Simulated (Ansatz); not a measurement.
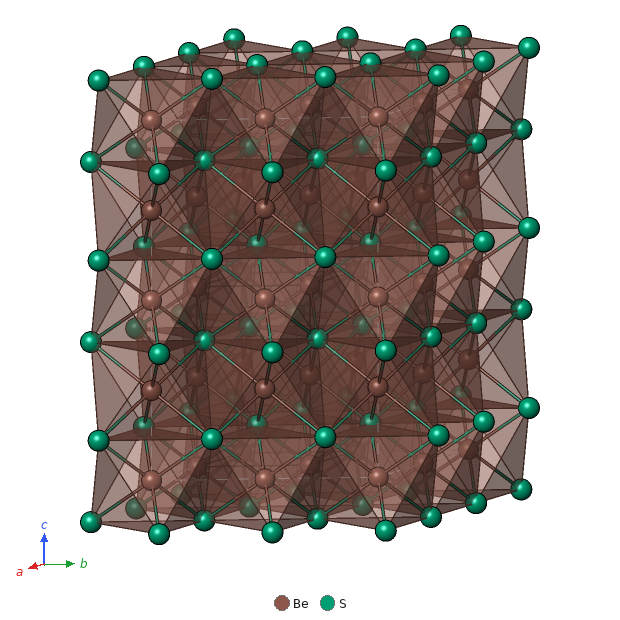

Polyhedra are drawn about Be (bonds: Be–S below 2.6 Å); other atoms are plain spheres.

BeS (space group P6_3/mmc, No. 194). Coordinates: the input geometry of an electronic-structure calculation (not necessarily at equilibrium); the starting structure was generated, so it need not be a known form of this composition.

Sharing among the drawn polyhedra:

| site | polyhedron | corner-sharing neighbours | edge-sharing | face-sharing | bond (Å) |
| --- | --- | --- | --- | --- | --- |
| Be | BeS6 octahedron | 12 | 6 | 2 | 2.31 |

They form a three-dimensional framework of corner-, edge- and face-sharing octahedra.
